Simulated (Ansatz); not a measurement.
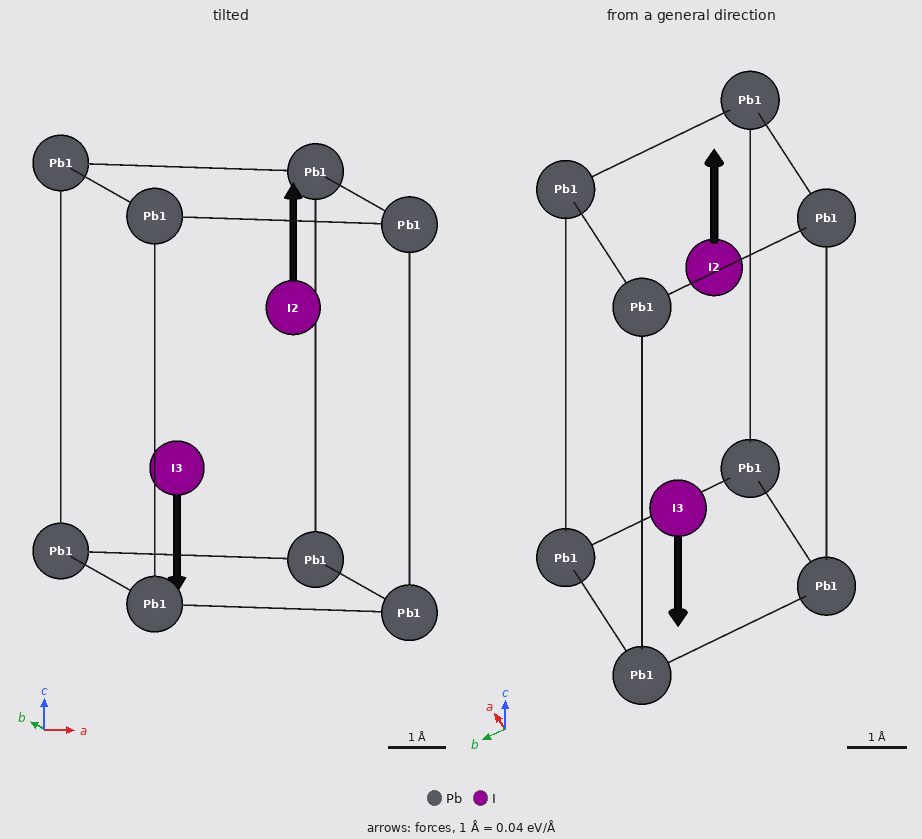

View slightly off an axis and from a general direction, drawn as a spheres-only model. The lines enclose the simulation cell; boundary atoms appear with their images. The arrows are the computed forces on the atoms.

System: PbI₂. The calculation used Ansatz, DFT, HSE06, plane waves, PAW, with E_cut = 420 eV, a 6×6×4 k-point grid, no spin polarisation.

Question: Would an optimiser stop at this geometry?

Answer: No. The atoms still feel forces of up to about 0.073 eV/Å, above a usual threshold of 0.01 to 0.03 eV/Å.

Question: Which atom feels the largest force?

Answer: I2 and I3, about 0.073 eV/Å.

The initial geometry was a structure listed in the Materials Project. Earlier steps of the study may have refined or changed the cell and positions. Ansatz was used for an electronic-structure calculation on it.
